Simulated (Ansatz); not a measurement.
NiO

```
Ni O
1.0
     4.18769    0.00000    0.00000
     0.00000    4.18769    0.00000
     0.00000    0.00000    4.18769
Ni O
4 4
Direct
  0.00000 0.00000 0.00000
  0.50000 0.50000 0.00000
  0.50000 0.00000 0.50000
  0.00000 0.50000 0.50000
  0.50000 0.00000 0.00000
  0.00000 0.50000 0.00000
  0.00000 0.00000 0.50000
  0.50000 0.50000 0.50000
```

Space group Fm-3m; spin-polarised.

Method: DFT PBE+D3(BJ), scalar-relativistic, plane waves, PAW (Ansatz 0.2.0).

> What will maps of the valence pseudo-density, electron localisation function and spin density show?

Ni–O (2.09 Å): ρ is about 0.44 e/Å³ halfway; the ELF peaks at about 0.80 in the valence shell of O, 0.6 Å from its nucleus, and is about 0.15 at the midpoint; no shared electron pair shows on this line.
The spin density sits on Ni: +1.4 μB (×4) in one cell of 8 atoms, with smaller moments on O (up to +0.28 μB): parallel main moments, as they must be, since the calculation's own cell holds one magnetic site. The cell of the calculation (2 atoms) carries 1.8 μB of net spin moment.

> Does the calculation make it a metal, or give it a gap?

It is metallic or semimetallic at this level of theory: no gap opens; semilocal functionals without U, or without the true magnetic order, often close the gap of such compounds.

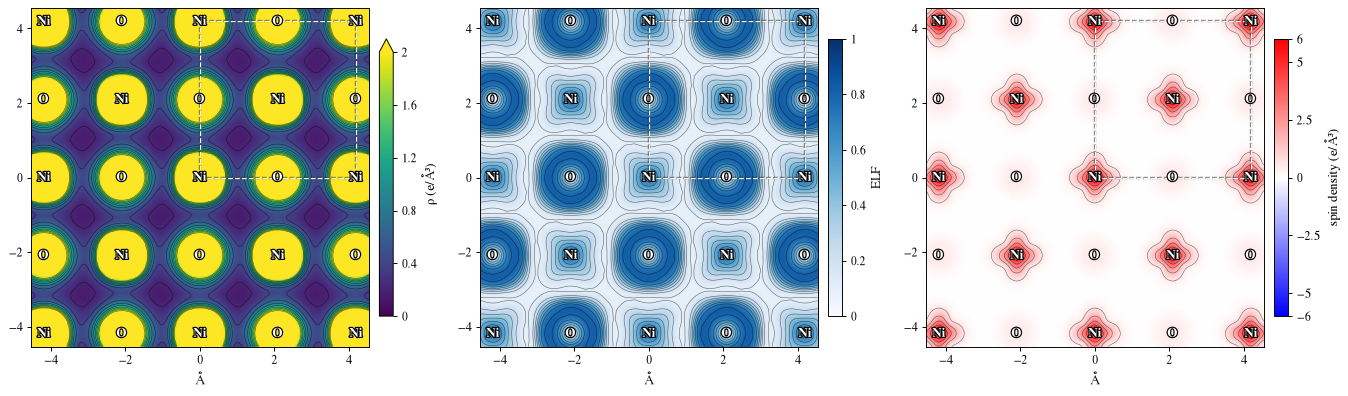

Computed valence pseudo-density, electron localisation function and spin density on the (100) plane of the conventional cell, in this order. 

The density is the valence pseudo-density of a PAW calculation; it isn't the true density close to the nuclei.
